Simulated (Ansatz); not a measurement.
# Single-point calculation of Ti

- system: Ti (Im-3m, 1 atom in the cell)
- method: DFT PBEsol, scalar-relativistic, plane waves, PAW, no spin polarisation (Ansatz 0.2.0)

The structure derives from an entry of the Crystallography Open Database. Figures and captions count atoms from 1; the log counts them from 0 in places.

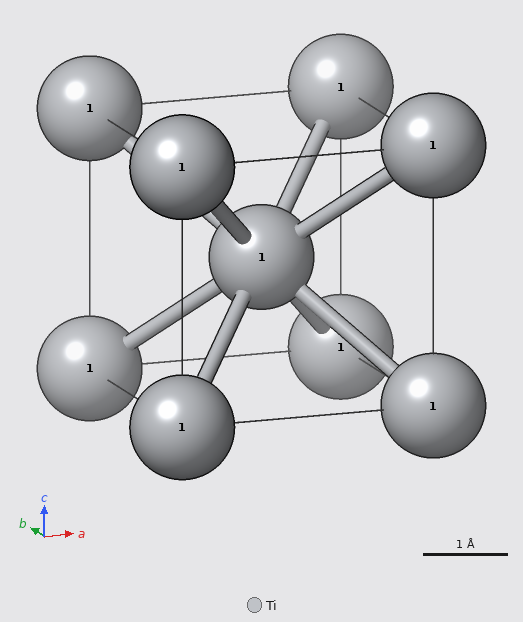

Figure 1. The structure (ball-and-stick view of the cell 2 times as large as that of the calculation, set on its symmetry axes, seen slightly off an axis; atoms are numbered from 1 in the order of the input). An atom can appear more than once, as a periodic image.

The input:
```yaml
crystal:
  lattice:
    - [-1.605116063, 1.605116063, 1.605116063]
    - [1.605116063, -1.605116063, 1.605116063]
    - [1.605116063, 1.605116063, -1.605116063]
  atoms:
    - { symbol: Ti, position: [0.0, 0.0, 0.0] }
basis:
  ecutwfc: 420
kpoints:
  mp_grid: { grid: [26, 26, 26] }
hamiltonian:
  xc: pbesol
scf:
  occupations: { method: gaussian, width: 0.15 }
output:
  forces: true
  stress: true
  eigenvalues: true
  write_density: true
  write_potential: true
  elf: true
  volumetric_format: npy
```

Command:
```bash
ansatz run input.yaml --threads 2 --pin off --max-ram 5120MiB --backend cpu --events-out ev --progress --plain --runs-dir out
```

What the program printed:
```
Engine: ansatz 0.2.0, x86_64-unknown-linux-gnu
Pseudopotentials: kind: paw
Pseudopotential: Ti, paw, valence charge 12, recommended cutoff 420 eV (normal), Ti.paw.azcp
Functional definition: PBEsol
  exchange = pbesol_x
  correlation = pbesol_c
Crystal: 1 atoms, lattice volume = 16.542 Å³
Basis set: ecut = 420 eV, 321 PW (Γ), exchange–correlation on 40×40×40 points (8 copies of the dense FFT grid, shifted against one another)
Bands: 10, of which v1, the nominal top of the filled ones, is band 6 counted from 1 (5 counted from 0)
Symmetry: 48 space group operations
Space group: Im-3m (ITA 229), of the structure as read, at distance tolerance 2.5e-5 Å
k-points: 511 of 17576
Non-local potential: Ti, projectors of the file, l = 0: 3, l = 1: 2, l = 2: 3, l = 3: 1
PAW form: soft (Blöchl's): semilocal exchange-correlation on the pseudo side does not see the compensation charge
PAW frozen core: Ti, regenerated for the run's functional, and the local potential with it (the file was generated under x = pbe(κ = 0.804, μ = 0.2195149727645171), c = pbe(β = 0.06672455060314922))
PAW one-centre angular grid: Ti, 590 points (default); XC on 64 Gauss nodes
Initial density: superposition of atomic densities (neutral atoms: chi_scale 0, normalization atom), corrected by the library's trained network
Initial wavefunctions: pseudopotential atomic-orbital guess
Functional: x = pbesol(κ = 0.804, μ = 0.12345679012345678), c = pbesol(β = 0.046)
SCF iter   1: F=—  HF=-2473.805789 eV  |F-HF|=—  |Δ(HF+E_count)|=         —  Δρ=5.26e-3  dr2=2.69e-3  ethr=1.77e-3  ⟨swp⟩=4.4  Hψ=26549  notcnv=0
preconditioner: auto → none  [metal: Δε(μ)=0.001 eV  Ē_g=4.372 eV  σ=0.150 eV  W_gap=0.00  n_scr=0 (ndim 8)  ℏωp=18.3 eV  f_vac=0.000  D(μ)=2.13/eV (n_scr^D=42)]
SCF iter   2: F=—  HF=-2473.804744 eV  |F-HF|=—  |Δ(HF+E_count)|=   1.04e-3  Δρ=1.48e-3  dr2=3.09e-4  ethr=2.24e-5  ⟨swp⟩=2.2  Hψ=12332  notcnv=0
SCF iter   3: F=—  HF=-2473.804691 eV  |F-HF|=—  |Δ(HF+E_count)|=   5.30e-5  Δρ=8.04e-4  dr2=4.47e-5  ethr=2.57e-6  ⟨swp⟩=2.2  Hψ=6738  notcnv=0  defer=2
SCF iter   4: F=—  HF=-2473.804696 eV  |F-HF|=—  |Δ(HF+E_count)|=   4.53e-6  Δρ=1.33e-4  dr2=1.26e-6  ethr=3.72e-7  ⟨swp⟩=1.0  Hψ=5083  notcnv=0  defer=2
iter 5 did not close the SCF: its close was put off for the readings that it lacked (scf_convergence_deferred on its scf_iter line)
SCF iter   5: F=-2473.804696 eV  HF=-2473.804696 eV  |F-HF|=1.69e-10  |Δ(HF+E_count)|=   1.43e-7  Δρ=9.41e-6  dr2=5.60e-9  ethr=1.05e-8  ⟨swp⟩=1.0  Hψ=5083  notcnv=0  defer=2
SCF iter   6: F=-2473.804696 eV  HF=-2473.804696 eV  |F-HF|=4.09e-12  |Δ(HF+E_count)|=  7.25e-10  Δρ=5.57e-7  dr2=1.61e-11  ethr=4.67e-11  ⟨swp⟩=3.9  Hψ=22698  notcnv=0
SCF 1 converged in 6 iterations: F = -2473.804696 eV  dr2 = 1.61e-11
  greatest PAW one-centre occupation: 0.999 electrons in one spin orbital (limit 2), on the Ti atom at site 0 (counted from 0), in its partial waves of l = 0
```

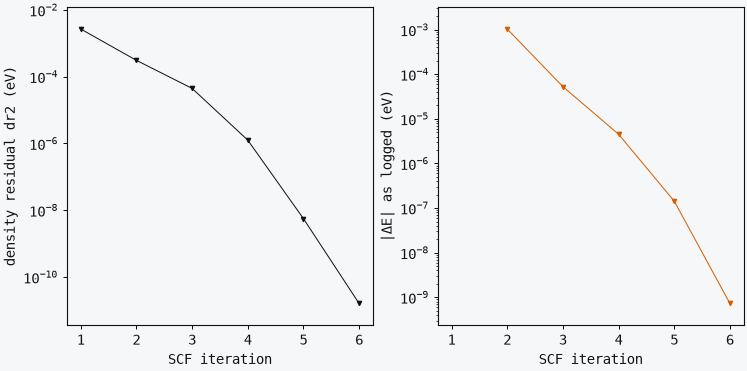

Figure 2. Convergence of the self-consistent field: density residual dr2 and size of the energy change against the SCF iteration. The residual falls at every step.

```
SCF converged after 6 iterations
Free energy (F): -2473.804696 eV
Harris-Foulkes:  -2473.804696 eV  (|F-HF|=4.09e-12)
Internal energy: -2473.780679 eV  (E = F + TS)
E sigma→0 (E₀):  -2473.792687 eV
Entropy (-TS):   -0.024017 eV (-24.017 meV/atom)
Fermi energy:    13.767387 eV
--- Per-component energies (eV) ---
  E_band       = -146.981036
  E_kinetic    = 273.661723
  E_local      = -787.013068  (includes V_loc(G=0)·N_el)
  E_nonlocal   = 9.813096
  E_hartree    = 324.760156
  E_xc         = -96.980427
  E_vxc        = -121.883161  (∫ρ·V_xc dr)
  E_paw        = -1022.837201  (= ΣΔE_a)
  E_vpaw       = -171.079998  (= ΣTr[D̂ρ^β])
  E_aug_tail   = 0.000120  (compensation charges beyond the density's cutoff)
  E_ewald      = -1175.324462
  E_core_change = 0.139384  (= ΣΔE_core)
  E_smearing   = -0.024017  (= −TS)
  E_closure    = 0.000000  (closes the sum)
  Σ components = -2473.804696   (vs F -2473.804696, Δ=0.00e0)
--- Forces (eV/Å), atoms counted from 1 ---
  atom   1  Ti    -0.00000000    -0.00000000     0.00000000
  max |Σ_I F_I| component: 8.83e-32 eV/Å
--- Stress (GPa, compression-positive) ---
        0.035732       0.000000      -0.000000
        0.000000       0.035732       0.000000
       -0.000000      -0.000000       0.035732
  P = ⅓ Tr σ = 0.0357 GPa (0.357 kbar)
--- Band table (eV; the first three rows and the last of 511) ---
  k-point 0: bands = ["-42.3871", "-18.2922", "-18.2922", "-18.2922", "7.7418", "14.8018", "14.8018", "14.8018", "16.6900", "16.6900"]
  k-point 1: bands = ["-42.3847", "-18.3045", "-18.2959", "-18.2923", "7.7952", "14.7763", "14.7955", "14.8416", "16.6587", "16.6914"]
  k-point 2: bands = ["-42.3778", "-18.3404", "-18.3068", "-18.2926", "7.9532", "14.7024", "14.7721", "14.9599", "16.5756", "16.6960"]
  k-point 510: bands = ["-42.1085", "-18.8391", "-18.8391", "-18.8391", "11.4911", "11.4911", "17.9698", "17.9698", "17.9698", "22.5114"]
```

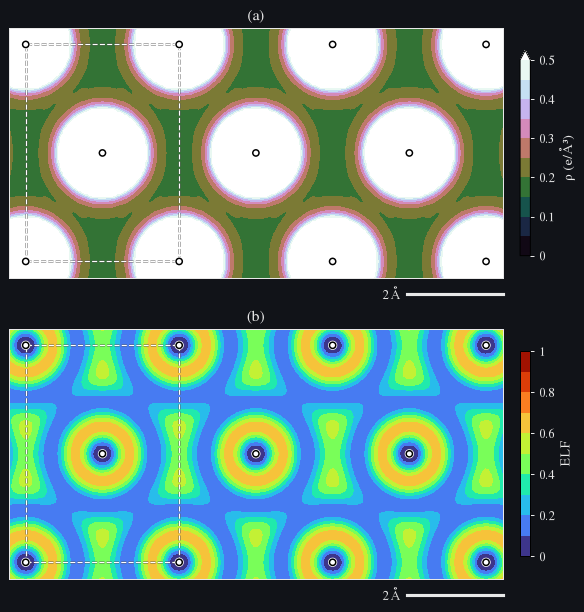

Figure 3. (a) valence charge density (pseudo); (b) electron localisation function on the (101) plane of the conventional cell. Circles mark the nuclei in the plane (Ti). Atoms in the plane: Ti. Ti–Ti (2.78 Å): the density is about 0.2 e/Å³ at the midpoint; the ELF is about 0.20 at the midpoint (no localised pair between them). Away from the nuclei the density in this plane falls to 0.19 e/Å³ at its lowest. The strong features right at Ti lie inside the PAW spheres (semicore, d or f shells) and say nothing about bonding. Core electrons are frozen (PAW), so the fields are smoothed inside the atomic spheres.

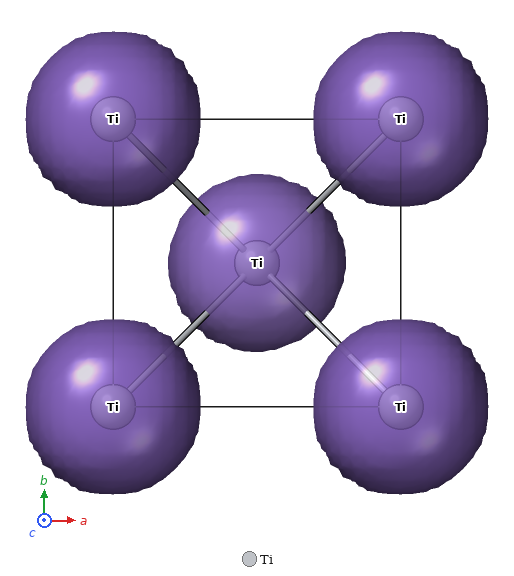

Figure 4. Isosurface of the valence charge density (pseudo) at 0.4 e/Å³ (purple), seen along the c axis. Sticks mark near contacts. The outline is the cell set on symmetry axes. At this value the density breaks into separate islands; it holds about 75 % of the electrons treated as valence (semicore included). It is pinched off along the Ti–Ti (2.78 Å) contacts. On the grid the lowest density along these lines, outside the cores, is 0.2 e/Å³ (Ti–Ti, 2.78 Å).

Results in brief:

- outcome: converged
- space group (tolerance 0.01 Å): Im-3m (229)
- electrons treated: 12
- free energy: −2473.8047 eV
- Fermi energy: 13.767 eV
- gap on the k-point mesh: none (metallic)
- pressure: 0.04 GPa
- largest force (length of the vector): under 0.001 eV/Å
- hardware: 2 threads of Oxide Virtual Turin-like (Zen 5), 32 GiB of memory available, shared host
- wall time: 2.8 s (CPU time 5.1 s)
- peak memory: 0.41 GiB
